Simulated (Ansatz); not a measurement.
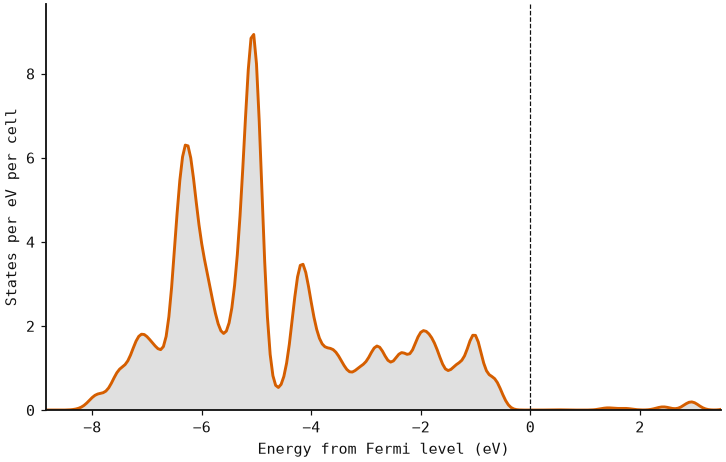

Density of states. Energies are counted from the Fermi level. The curve is built from the levels of the k mesh with Gaussians 0.3 eV wide, which also blur the band edges.

The Ansatz input:

```
crystal:
  lattice:
    - [0.0, 2.1115791842, 2.1337703963]
    - [2.1115791842, 0.0, 2.1337703963]
    - [2.1115791842, 2.1115791842, 0.0]
  atoms:
    - { symbol: Zn, position: [0.0, 0.0, 0.0] }
    - { symbol: O, position: [0.5, 0.5, 0.5] }
kpoints:
  mp_grid: { grid: [10, 10, 10] }
  band_path:
    path:
      - [0.0, 0.0, 0.0]
      - [0.5, 0.0, 0.5]
      - [0.625, 0.25, 0.625]
      - [0.375, 0.375, 0.75]
      - [0.5, 0.5, 0.5]
      - [0.5, 0.25, 0.75]
      - [0.0, 0.0, 0.5]
    npoints: 1
hamiltonian:
  xc: pbe
scf:
  occupations: { method: fermi_dirac, width: 0.02 }
  n_extra_bands: 4
output:
  forces: true
  stress: true
  eigenvalues: true
  write_density: true
  write_potential: true
  elf: true
  volumetric_format: npy
```

Command:
```bash
ansatz run input.yaml --threads 4 --pin off --max-ram 3686MiB --backend cpu --events-out ev --progress --plain --runs-dir out
```

Is there a gap at the Fermi level, and how wide?

Answer. There is a gap; over the k points computed it is 1.02 eV (indirect; the smallest direct gap is 2.50 eV).

How wide is the upper valence band?

Answer. The upper group of valence states starts about 7.7 eV under the valence-band top (which lies at −0.5 eV on this axis), with a gap beneath it; it holds about 16 electrons a cell.

Where is the tallest peak of the filled states in the window?

Answer. Within the window shown, the tallest peak of the filled states lies 4.5 eV under the valence-band top, at about 8.9 states per eV and cell.

The cell is at 12 GPa in this functional.
